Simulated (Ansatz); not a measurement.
Cu (Pm-3n, No. 223): the end point of a relaxation with Ansatz, DFT, BLYP, plane waves (420 eV) with PAW, scalar-relativistic; the starting structure was generated, so it need not be a known form of this composition.

```cif
data_structure
_symmetry_space_group_name_H-M 'P 1'
_symmetry_Int_Tables_number 1
_cell_length_a 4.7091
_cell_length_b 4.7091
_cell_length_c 4.7091
_cell_angle_alpha 90.000
_cell_angle_beta 90.000
_cell_angle_gamma 90.000
_cell_volume 104.43
loop_
_atom_site_label
_atom_site_type_symbol
_atom_site_fract_x
_atom_site_fract_y
_atom_site_fract_z
_atom_site_occupancy
Cu1 Cu 0.00000 0.00000 0.00000 1
Cu2 Cu 0.50000 0.50000 0.50000 1
Cu3 Cu 0.25000 0.00000 0.50000 1
Cu4 Cu 0.75000 0.00000 0.50000 1
Cu5 Cu 0.50000 0.25000 0.00000 1
Cu6 Cu 0.50000 0.75000 0.00000 1
Cu7 Cu 0.00000 0.50000 0.25000 1
Cu8 Cu 0.00000 0.50000 0.75000 1
```

What will a HAADF-like image along [111] show? The image is simulated as a sum over atoms of Z^1.7, blurred by a 0.59 Å probe (no channelling). The probe carries 15 % of its weight in a tail 2.5 times as wide. The display is stretched by a gamma of 0.8; percentages refer to the linear signal. Shot noise and a slight drift were added.

Answer. The columns repeat on a hexagonal net with a repeat of 3.84 Å (plane group p6mm). The brightest columns hold 2 Cu per repeat; in falling brightness follow 1 Cu (about 50 %). Brightness is counted from the darkest point of the image. The shortest distance between visible columns is 0.96 Å in projection (between Cu columns). Along the beam the structure repeats every 8.16 Å.

| column | atoms along the beam per repeat | peak brightness |
| --- | --- | --- |
| Cu | 2 Cu | 100 % |
| Cu | 1 Cu | 50 % |

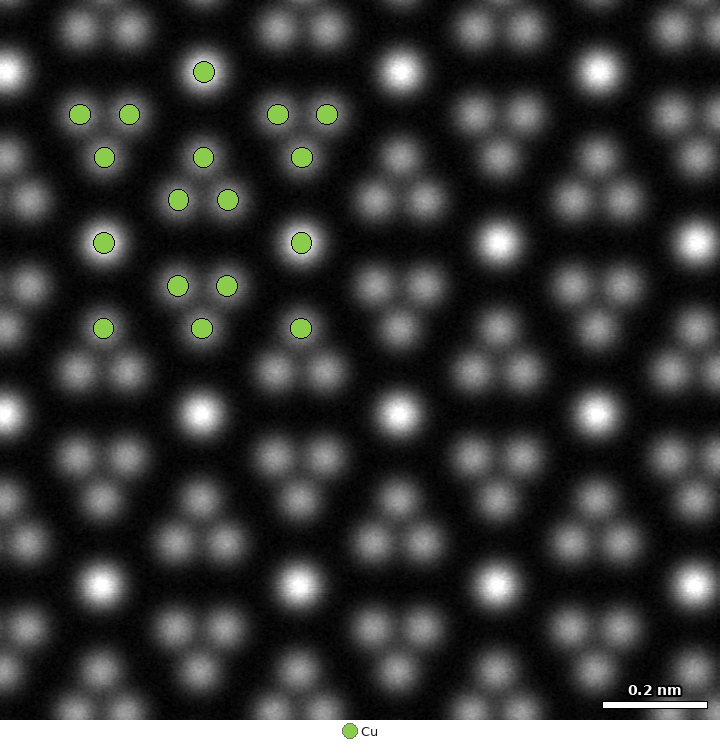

The simulated image, with the columns of the model marked in one corner.
